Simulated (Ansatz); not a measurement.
Single-point calculation, with input and output: Hf8Si8O31 (part 2 of 2)

Continued. System: Hf8Si8O31 (defect cell, 47 atoms in the cell). Method: DFT PBE, scalar-relativistic, plane waves, PAW, spin-polarised (Ansatz 0.2.0); cutoff 420 eV, 2×2×1 k-mesh, Gaussian smearing of 0.05 eV, collinear spins. The structure derives from an entry of the Crystallography Open Database.

## Output, continued
```
  k-point 0 ↑: bands = ["-50.5904", "-50.4336", "-50.4279", "-50.4224", "-50.3850", "-50.3389", "-50.2969", "-50.2721", "-19.3827", "-19.3297", ... 51 levels left out ..., "-6.6465", "-6.1907", "-0.4903", "-0.4883", "-0.4876", "-0.4780", "-0.4731", "-0.4637", "-0.4572", "-0.3230", "-0.3164", "-0.3142", "-0.3105", "-0.3068", "-0.3051", "-0.3038", "-0.3032", "-0.2976", "-0.2969", "-0.2955", "-0.2945", "-0.2921", "-0.2908", "-0.2903", "-0.2877", "-0.2870", "-0.2827", "-0.2821", "-0.2815",
      "-0.2794", "-0.2705", "-0.2601", "-0.2587", "-0.2551", "-0.2483", "-0.2407", "-0.2384", "-0.2252", "-0.2174", "-0.2163", "-0.2096", "-0.2068", "-0.1946", "-0.1934", "-0.1806", "-0.1738", "-0.1735", "-0.1697", "-0.1629", "-0.1624", "-0.1622", "-0.1588", "-0.1531", "-0.1408", "-0.1407", "-0.1381", "-0.1280", "-0.1218", "2.2675", "2.6309", "2.7851", "2.9940", "3.1286", "3.2860", "3.5209", "3.9208", "4.1643", "4.2616", "4.3698",
      "4.5844", "4.6333", "4.6500", "4.6711", "4.6879", "5.0975", "5.1702", "5.2224", "5.5121", "5.5400", "5.6353", "5.6635", "5.6822", "5.8633", "5.8770", "6.1825", "6.2722", "6.2918", "6.3368", "6.4155", "6.4392", "6.5225", "6.5951", "6.6191", "6.7089", "6.7979", "6.8081", "6.8431", "6.9544", "6.9865", "7.0593", "7.1404", "7.1602", "7.2003", "7.2710", "7.3340", "7.4219", "7.4458", "7.4799", "7.5230",
      "7.5287", "7.6029", "7.6674", "7.6974", "7.7107", "7.7808", "7.9097", "7.9375", "7.9667", "8.0784", "8.2383", "8.2387", "8.3446", "8.3633", "8.4842", "8.5536", "8.6204", "8.6442", "8.7002", "8.8155", "8.8320", "8.8866", "8.8991", "8.9142", "8.9628", "8.9872", "9.0087", "9.0570", "9.0825", "9.1351", "9.1692", "9.2495", "9.3004", "9.3698", "9.4192", "9.5831", "9.5879", "9.6442", "9.6676", "9.7458",
      "9.7865", "9.9371", "11.0987", "15.2066", "15.4729", "15.8161", "15.9245", "15.9637", "15.9964", "16.1294", "16.2517", "16.2539", "16.2644", "16.2897", "16.3760", "16.4129", "16.4437", "16.5063", "16.5464", "16.5577", "16.5924", "16.6652", "16.7366", "16.8407", "16.9878", "17.0823", "17.2378", "17.2996", "17.3027", "17.3340", "17.3509", "17.3578", "17.5607", "17.6873", "17.9161", "17.9315", "18.0258", "18.0733", "18.1050", "18.2205",
      "18.2682", "18.3703", "18.5925", "18.6754", "18.8786", "18.9643", "19.2192", "19.2856", "19.4939", "19.5402", "19.5734"]
  k-point 1 ↑: bands = ["-50.5904", "-50.4326", "-50.4289", "-50.4223", "-50.3849", "-50.3389", "-50.2969", "-50.2721", "-19.3825", "-19.3424", ... 51 levels left out ..., "-6.7091", "-6.1951", "-0.4893", "-0.4876", "-0.4875", "-0.4785", "-0.4731", "-0.4638", "-0.4572", "-0.3258", "-0.3251", "-0.3118", "-0.3103", "-0.3099", "-0.3085", "-0.3068", "-0.3041", "-0.3013", "-0.3002", "-0.2989", "-0.2980", "-0.2943", "-0.2890", "-0.2872", "-0.2870", "-0.2863", "-0.2857", "-0.2856", "-0.2828",
      "-0.2792", "-0.2697", "-0.2678", "-0.2603", "-0.2526", "-0.2498", "-0.2485", "-0.2381", "-0.2308", "-0.2240", "-0.2175", "-0.2103", "-0.2067", "-0.1956", "-0.1935", "-0.1880", "-0.1781", "-0.1738", "-0.1695", "-0.1685", "-0.1628", "-0.1623", "-0.1620", "-0.1530", "-0.1408", "-0.1393", "-0.1379", "-0.1341", "-0.1220", "2.7508", "2.8842", "2.9170", "3.1036", "3.7315", "3.8824", "3.9108", "4.0911", "4.5713", "4.6895", "4.7140",
      "4.7472", "4.7940", "4.8928", "4.9251", "4.9522", "5.0005", "5.1571", "5.2220", "5.3466", "5.4689", "5.5762", "5.5941", "5.6492", "5.7491", "5.7675", "5.7732", "5.7789", "6.0031", "6.1147", "6.2979", "6.4084", "6.5127", "6.5246", "6.5340", "6.5381", "6.7087", "6.7395", "6.7592", "6.8866", "6.9955", "7.0271", "7.0644", "7.0716", "7.1473", "7.2183", "7.2607", "7.2991", "7.3486", "7.3877", "7.4811",
      "7.5003", "7.5182", "7.5888", "7.6302", "7.7324", "7.7957", "7.8087", "7.8570", "7.9068", "8.0812", "8.1191", "8.2243", "8.3114", "8.3162", "8.3455", "8.4076", "8.4947", "8.5917", "8.6914", "8.7685", "8.7866", "8.8013", "8.8311", "8.8608", "8.9138", "8.9448", "8.9869", "8.9933", "9.0445", "9.0963", "9.1067", "9.1320", "9.1814", "9.2853", "9.3013", "9.3638", "9.4186", "9.4586", "9.6212", "9.6869",
      "9.7972", "9.8695", "11.6494", "15.3034", "15.3844", "15.6156", "15.6609", "15.6990", "15.7275", "15.7462", "15.8045", "15.8381", "15.8493", "16.1403", "16.3464", "16.3584", "16.5337", "16.6107", "16.6436", "16.7496", "16.7781", "16.8264", "16.8471", "16.8939", "17.0662", "17.1641", "17.2542", "17.3361", "17.3966", "17.4100", "17.5080", "17.5334", "17.7088", "17.8677", "17.9121", "17.9544", "18.1263", "18.1291", "18.2169", "18.4218",
      "18.5754", "18.7886", "18.8418", "19.0005", "19.1497", "19.2067", "19.2879", "19.4177", "19.6112", "19.7022", "19.8744"]
  k-point 2 ↑: bands = ["-50.5904", "-50.4336", "-50.4278", "-50.4224", "-50.3851", "-50.3389", "-50.2967", "-50.2723", "-19.3494", "-19.3484", ... 51 levels left out ..., "-6.6477", "-6.4498", "-0.5000", "-0.4901", "-0.4880", "-0.4774", "-0.4734", "-0.4626", "-0.4585", "-0.3230", "-0.3220", "-0.3162", "-0.3145", "-0.3104", "-0.3103", "-0.3055", "-0.3037", "-0.3025", "-0.2986", "-0.2970", "-0.2959", "-0.2940", "-0.2922", "-0.2907", "-0.2887", "-0.2870", "-0.2840", "-0.2826", "-0.2817",
      "-0.2812", "-0.2738", "-0.2635", "-0.2589", "-0.2529", "-0.2479", "-0.2438", "-0.2410", "-0.2317", "-0.2199", "-0.2160", "-0.2080", "-0.2065", "-0.1991", "-0.1935", "-0.1868", "-0.1785", "-0.1710", "-0.1686", "-0.1672", "-0.1630", "-0.1611", "-0.1587", "-0.1544", "-0.1484", "-0.1373", "-0.1327", "-0.1325", "-0.1276", "2.8242", "2.9323", "2.9597", "3.2164", "3.8064", "3.8473", "3.9477", "4.1762", "4.5909", "4.6136", "4.7527",
      "4.7833", "4.7847", "4.8597", "4.8978", "4.9370", "5.0210", "5.1942", "5.2346", "5.2472", "5.5154", "5.5420", "5.6227", "5.6493", "5.6519", "5.7714", "5.8208", "5.8902", "5.9424", "6.0307", "6.2119", "6.2510", "6.4742", "6.5145", "6.5338", "6.5456", "6.6111", "6.6904", "6.8049", "6.8572", "6.9064", "7.0518", "7.0886", "7.1342", "7.1986", "7.2017", "7.2263", "7.3630", "7.4004", "7.4098", "7.4554",
      "7.5370", "7.5559", "7.6187", "7.6635", "7.7575", "7.7652", "7.8790", "7.9274", "8.0191", "8.0686", "8.2102", "8.2565", "8.2579", "8.3149", "8.4325", "8.4331", "8.5472", "8.5669", "8.6155", "8.7180", "8.7416", "8.8064", "8.8357", "8.8495", "8.8952", "8.8997", "8.9508", "8.9954", "9.0451", "9.0722", "9.0970", "9.1308", "9.1719", "9.2031", "9.2996", "9.3360", "9.3754", "9.4533", "9.6620", "9.6716",
      "9.6792", "9.7712", "11.2066", "14.8972", "15.4189", "15.6581", "15.7038", "15.7124", "15.7281", "15.8045", "15.8413", "16.0618", "16.1624", "16.1741", "16.3155", "16.4757", "16.5480", "16.5599", "16.5746", "16.6572", "16.8132", "16.8171", "16.8535", "16.9467", "17.0774", "17.1428", "17.1926", "17.3257", "17.3382", "17.5299", "17.5792", "17.7021", "17.7492", "17.8660", "17.9583", "18.0045", "18.1435", "18.2936", "18.3122", "18.4236",
      "18.7257", "18.7608", "18.8398", "19.0625", "19.0705", "19.2838", "19.3660", "19.5165", "19.6261", "19.8234", "19.8768"]
  k-point 3 ↓: bands = ["-50.5904", "-50.4325", "-50.4289", "-50.4224", "-50.3850", "-50.3390", "-50.2967", "-50.2723", "-19.3618", "-19.3492", ... 51 levels left out ..., "-6.6444", "-6.4475", "-0.5001", "-0.4891", "-0.4872", "-0.4780", "-0.4735", "-0.4627", "-0.4585", "-0.3249", "-0.3238", "-0.3214", "-0.3174", "-0.3117", "-0.3107", "-0.3100", "-0.3067", "-0.3042", "-0.3041", "-0.3007", "-0.2974", "-0.2959", "-0.2927", "-0.2911", "-0.2869", "-0.2863", "-0.2856", "-0.2844", "-0.2840",
      "-0.2827", "-0.2731", "-0.2665", "-0.2617", "-0.2517", "-0.2489", "-0.2481", "-0.2436", "-0.2300", "-0.2295", "-0.2182", "-0.2093", "-0.2063", "-0.1988", "-0.1943", "-0.1862", "-0.1856", "-0.1746", "-0.1684", "-0.1669", "-0.1667", "-0.1640", "-0.1628", "-0.1513", "-0.1483", "-0.1372", "-0.1350", "-0.1325", "-0.1305", "3.6739", "3.7734", "3.8270", "3.8419", "3.9038", "3.9275", "3.9660", "4.2194", "4.8793", "4.9021", "4.9597",
      "4.9921", "5.0200", "5.0356", "5.0476", "5.0529", "5.1003", "5.1496", "5.2601", "5.3641", "5.4431", "5.4474", "5.4849", "5.5039", "5.5221", "5.5694", "5.5859", "5.6667", "5.6678", "5.8936", "5.8987", "6.0637", "6.1138", "6.2074", "6.2090", "6.3225", "6.5142", "6.6369", "6.6400", "6.8695", "6.9847", "6.9930", "7.0377", "7.0664", "7.1562", "7.1928", "7.2556", "7.2686", "7.3461", "7.3634", "7.3760",
      "7.3865", "7.4249", "7.5557", "7.6148", "7.7841", "7.8773", "7.9479", "7.9576", "7.9753", "7.9818", "8.0472", "8.0663", "8.1968", "8.3336", "8.3489", "8.4752", "8.5104", "8.6003", "8.6748", "8.7055", "8.7272", "8.7552", "8.7665", "8.7985", "8.8307", "8.8805", "8.9115", "8.9329", "8.9396", "8.9715", "8.9937", "9.0164", "9.0965", "9.1619", "9.3004", "9.3188", "9.3437", "9.3685", "9.4140", "9.4198",
      "9.4640", "9.6041", "11.6707", "15.1084", "15.1639", "15.3478", "15.3826", "15.3986", "15.4390", "15.4836", "15.5019", "15.7602", "15.8611", "16.2553", "16.4777", "16.5076", "16.5141", "16.5261", "16.5665", "16.6232", "16.6545", "16.6995", "16.7755", "16.8723", "16.9656", "17.0801", "17.2464", "17.3007", "17.7277", "17.8756", "17.8785", "17.9836", "18.2143", "18.2215", "18.2308", "18.3038", "18.3674", "18.7601", "18.9278", "18.9417",
      "18.9829", "19.0083", "19.0486", "19.1329", "19.1796", "19.3120", "19.3509", "19.3964", "19.4194", "19.4846", "19.7174"]
--- Löwdin populations: 47 sites ---
  site symbol       q [e]    m [muB]
     0     Hf     24.5598    -0.0000
     1     Hf     24.4926    -0.0000
     2     Hf     24.4766    -0.0000
     3     Hf     24.4810    -0.0000
     4     Hf     24.5886    -0.0000
     5     Hf     24.4802    -0.0000
     6     Hf     24.4819    -0.0000
     7     Hf     24.4792    -0.0000
     8     Si      2.3354    -0.0000
     9     Si      2.3281    -0.0000
    10     Si      2.3347    -0.0000
    11     Si      2.3334     0.0000
    12     Si      2.9882     0.0000
    13     Si      2.3332    -0.0000
    14     Si      2.3370    -0.0000
    15     Si      2.3329    -0.0000
    16      O      6.7187     0.0000
    17      O      6.7245     0.0000
    18      O      6.7207     0.0000
    19      O      6.7167     0.0000
    20      O      6.7076     0.0000
    21      O      6.7201     0.0000
    22      O      6.7205     0.0000
    23      O      6.6906    -0.0000
    24      O      6.7264     0.0000
    25      O      6.7176     0.0000
    26      O      6.7175     0.0000
    27      O      6.7167     0.0000
    28      O      6.7201     0.0000
    29      O      6.7077     0.0000
    30      O      6.7205     0.0000
    31      O      6.7164     0.0000
    32      O      6.7160     0.0000
    33      O      6.7184     0.0000
    34      O      6.7102    -0.0000
    35      O      6.7057     0.0000
    36      O      6.7165     0.0000
    37      O      6.7197     0.0000
    38      O      6.7175     0.0000
    39      O      6.7179     0.0000
    40      O      6.7154     0.0000
    41      O      6.7144     0.0000
    42      O      6.7173     0.0000
    43      O      6.7165     0.0000
    44      O      6.7056     0.0000
    45      O      6.7174     0.0000
    46      O      6.7197     0.0000
  spilling = 0.005743 (of n_electrons = 426.000000)
--- Bader charges: 47 sites ---
  site symbol  charge [e]  shift [e]    m [muB]
     0     Hf      2.6252     0.0042     0.0000
     1     Hf      2.7104     0.0046     0.0000
     2     Hf      2.7225     0.0046     0.0000
     3     Hf      2.7192     0.0046     0.0000
     4     Hf      2.6388     0.0047     0.0000
     5     Hf      2.7240     0.0046     0.0000
     6     Hf      2.7189     0.0047     0.0000
     7     Hf      2.7201     0.0046     0.0000
     8     Si      3.2557     0.0114     0.0000
     9     Si      3.2559     0.0111     0.0000
    10     Si      3.2509     0.0114     0.0000
    11     Si      3.2478     0.0113     0.0000
    12     Si      1.9185     0.0083     0.0000
    13     Si      3.2529     0.0114     0.0000
    14     Si      3.2530     0.0114     0.0000
    15     Si      3.2522     0.0114     0.0000
    16      O     -1.4944     0.0017     0.0000
    17      O     -1.4956     0.0018     0.0000
    18      O     -1.4950     0.0017     0.0000
    19      O     -1.4985     0.0017     0.0000
    20      O     -1.4945     0.0016     0.0000
    21      O     -1.4953     0.0017     0.0000
    22      O     -1.4949     0.0018     0.0000
    23      O     -1.4770     0.0014     0.0000
    24      O     -1.4983     0.0018     0.0000
    25      O     -1.4937     0.0017     0.0000
    26      O     -1.4929     0.0017     0.0000
    27      O     -1.4985     0.0017     0.0000
    28      O     -1.4953     0.0017     0.0000
    29      O     -1.4945     0.0016     0.0000
    30      O     -1.4949     0.0018     0.0000
    31      O     -1.4931     0.0017     0.0000
    32      O     -1.4936     0.0017     0.0000
    33      O     -1.4919     0.0017     0.0000
    34      O     -1.5047     0.0014     0.0000
    35      O     -1.4720     0.0016     0.0000
    36      O     -1.4925     0.0017     0.0000
    37      O     -1.4919     0.0017     0.0000
    38      O     -1.4927     0.0017     0.0000
    39      O     -1.4954     0.0014     0.0000
    40      O     -1.4967     0.0016     0.0000
    41      O     -1.4880     0.0016     0.0000
    42      O     -1.4911     0.0017     0.0000
    43      O     -1.4925     0.0017     0.0000
    44      O     -1.4719     0.0016     0.0000
    45      O     -1.4926     0.0017     0.0000
    46      O     -1.4920     0.0017     0.0000
  estimated error of the sums over rays = 5.4e-4 e
```

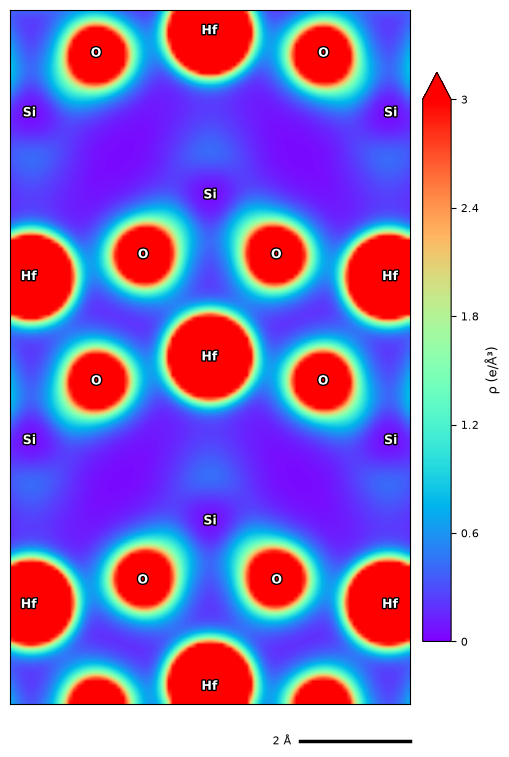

Valence electron density on the (010) plane of the calculation cell. The section cuts through Hf, Si and O sites. Si–O (1.63 Å): ρ is about 1.2 e/Å³ halfway. Hf–O (2.11 Å): the density is about 0.7 e/Å³ at the midpoint. Hf–O (2.22 Å): ρ at the midpoint is about 0.54 e/Å³. Hf–O (2.28 Å): the density is about 0.45 e/Å³ at the midpoint. Away from the nuclei the density in this plane falls to 0.04 e/Å³ at its lowest. In a PAW calculation such maps are meaningful between the atoms, not at the nuclei.

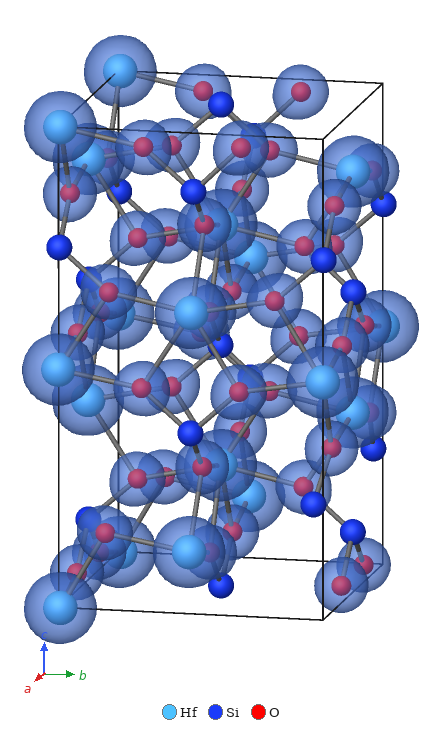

Isosurface of the valence charge density (pseudo) at 1.5 e/Å³ (blue), seen slightly off an axis. Sticks mark near contacts. The outline is the calculation cell. At this value the density breaks into separate islands; it holds about 65 % of the electrons treated as valence (semicore included). It is pinched off along the Si–O (1.62 Å), Hf–O (2.09 Å), Si–O (1.69 Å) and Hf–O (2.21 Å) contacts. On the grid the lowest density along these lines, outside the cores, is 1.1 e/Å³ (Si–O, 1.62 Å), 0.68 e/Å³ (Hf–O, 2.09 Å), 0.88 e/Å³ (Si–O, 1.69 Å) and 0.54 e/Å³ (Hf–O, 2.21 Å).
